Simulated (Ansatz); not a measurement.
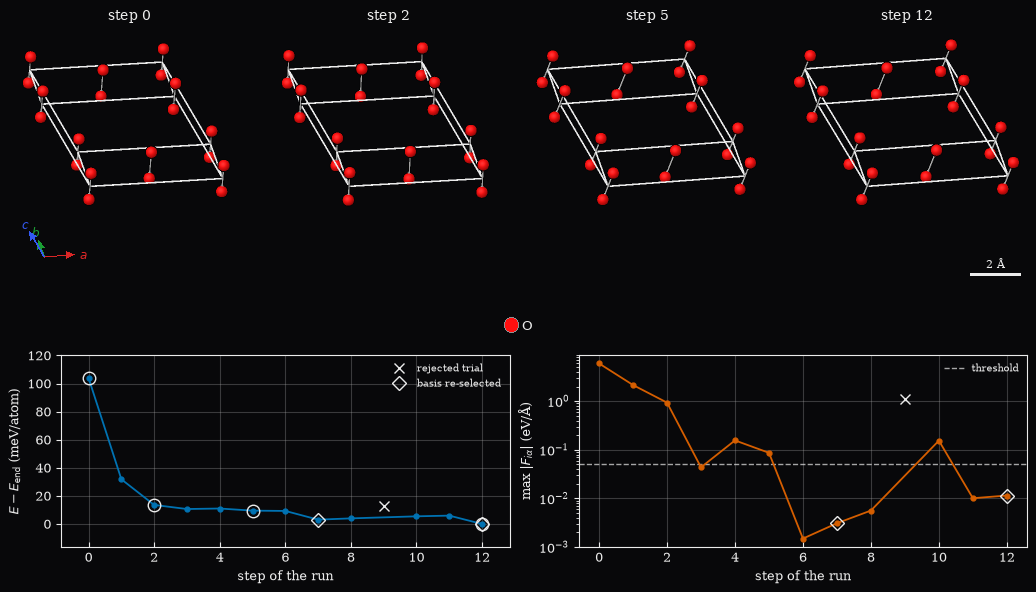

Frames of a relaxation of a crystal of O (set up in C2/m) (coarse preliminary run), marked on the history of the run. A ball-and-stick model of the conventional cell (2 times the calculation's cell), seen from a free direction. Lengths and directions refer to the drawn axes.

All numbers below come from DFT PBE+D3(BJ), scalar-relativistic, plane waves, PAW (Ansatz). Set-up: plane-wave cutoff 420 eV; k-point mesh 8 × 8 × 6; occupations gaussian; smearing width 0.1 eV; collinear spin; cell and atoms relaxed; force threshold 0.05 eV/Å; at most 80 steps.

**Describe the path.**

Over 9 accepted moves (12 points after the start) the energy falls by 104 meV per atom. Largest force component: 6 eV/Å at the start, 0.011 eV/Å at the end. Pressure: 11.41 GPa at the start and 0.26 GPa at the end. The line search rejected the trial step at point 9 of the run. The SCF was repeated twice at an unchanged geometry on a basis and grid sized afresh for the cell, which shifted the energy by 6.2 meV per atom at most. The largest moves relative to the cell, 0.16 Å, are those of O atoms. The drawn cell changes as follows: a 5.403 → 5.740 Å (+6.2 %), b 3.429 → 3.524 Å (+2.8 %), c 4.232 → 4.261 Å (+0.7 %), β 117.7° → 117.2°; the volume changes by +10.4 %. Some distances before and after: O–O 1.150 → 1.218 Å. The space group stays C2/m (No. 12). From step 0 to 2: O atoms move most (0.03 Å), volume +1.4 %, energy −90.4 meV per atom. From step 2 to 5: O atoms move most (0.18 Å), volume +4.0 %, energy −4.1 meV per atom. From step 5 to 12: volume +4.6 %, energy −9.5 meV per atom.

```tsv
step	E − E(0), meV/atom	largest force component, eV/Å	pressure, GPa	volume, Å³/atom	note
0	0.00	5.9627	11.41	17.360	
1	-72.13	2.1458	-4.10	18.244	
2	-90.38	0.9337	2.39	17.599	
3	-93.31	0.0437	0.38	17.848	
4	-92.94	0.1561	0.01	18.022	
5	-94.45	0.0867	0.13	18.309	
6	-94.67	0.0015	0.00	18.286	
7	-100.86	0.0031	0.51	18.286	same geometry, new basis
8	-99.97	0.0056	0.27	18.737	
9	-91.36	1.0856	-2.00	19.175	rejected
10	-98.50	0.1543	0.37	19.034	
11	-98.00	0.0101	0.03	19.157	
12	-103.95	0.0115	0.26	19.157	same geometry, new basis
```
